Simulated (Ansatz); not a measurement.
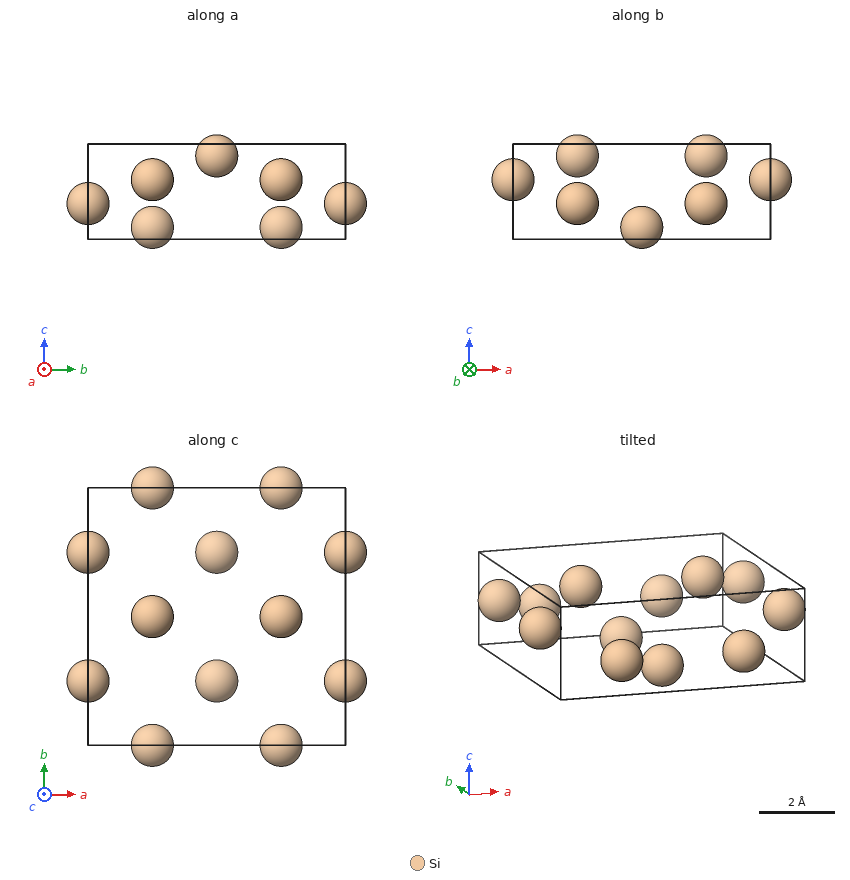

We look at a spheres-only model of the crystal along the a axis, along the b axis, along the c axis and slightly off an axis. The lines enclose the conventional unit cell; boundary atoms appear with their images.

Lattice parameters: a = 6.937 Å, b = 6.937 Å, c = 2.569 Å, α = 90.00°, β = 90.00°, γ = 90.00°. Put a along x and b in the xy plane.

Question: Put the structure into a POSCAR file.

Answer:
```
Si
1.0
     6.937    0.000    0.000
     0.000    6.937    0.000
     0.000    0.000    2.569
Si
8
Direct
  0.0000 0.7500 0.6250
  0.0000 0.2500 0.6250
  0.2500 0.5000 0.8750
  0.7500 0.5000 0.8750
  0.5000 0.2500 0.1250
  0.5000 0.7500 0.1250
  0.7500 0.0000 0.3750
  0.2500 0.0000 0.3750
```

The structure was taken from a structure type filled with this element by a generator (whether the element takes this form wasn't checked). The picture shows the end point of a geometry optimisation with DFT PBE, scalar-relativistic, plane waves, PAW (Ansatz 0.2.0).
